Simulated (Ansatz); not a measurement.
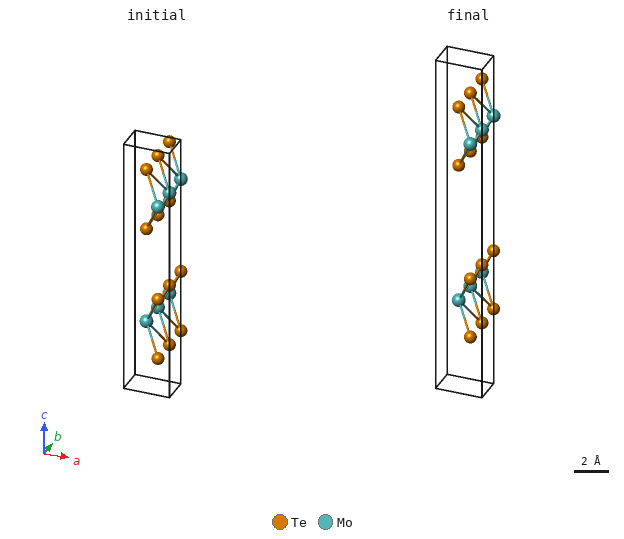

The structure of crystalline Te₂Mo (set up in P6_3/mmc) before (left) and after (right) a relaxation, at one scale.

The picture is a ball-and-stick view of the cell of the calculation, repeated 1 × 3 × 1 with one cell outlined, seen slightly off an axis.

Case: relaxed at -2 GPa.

The calculation used DFT r2SCAN, scalar-relativistic, plane waves, PAW (Ansatz). Set-up: plane-wave cutoff 500 eV; k-point mesh 12 × 12 × 2; occupations gaussian; smearing width 0.02 eV; target pressure -2 GPa; no spin polarisation; cell and atoms relaxed; force threshold 0.008 eV/Å; at most 50 steps.

What changed between the two?

Answer. The run was cut off at its time limit before the program reported convergence, but its last step already meets the force threshold: the largest component is 0.002 eV/Å against 0.008 eV/Å. The pressure is within 0.01 GPa of its target. The largest moves relative to the cell, 0.65 Å, are those of Te atoms. Mo stays in place. The volume changes by +37.5 %, with a = b 3.586 → 3.628 Å (+1.2 %), c 14.827 → 19.922 Å (+34.4 %). Near-neighbour distances that change, for instance: Mo–Te 2.744 → 2.740 Å. The space group stays P6_3/mmc (No. 194). The energy rises by 43.6 meV per atom in 11 accepted moves (13 points after the start). With the target pressure of -2 GPa, the enthalpy E + pV changes by −85.2 meV per atom. Largest force component: 0.26 eV/Å at the start, 0.002 eV/Å at the end. The pressure goes from −1.70 to −1.99 GPa. The line search rejected the trial steps at points 1, 10 of the run. Cost: 19 min on 1 thread of Intel(R) Xeon(R) Processor @ 2.50GHz (Skylake/Cascade Lake), on a shared host, peak memory 1.2 GiB.

Limits of the set-up: layers or molecules are held without a dispersion correction, so their spacing is unreliable.
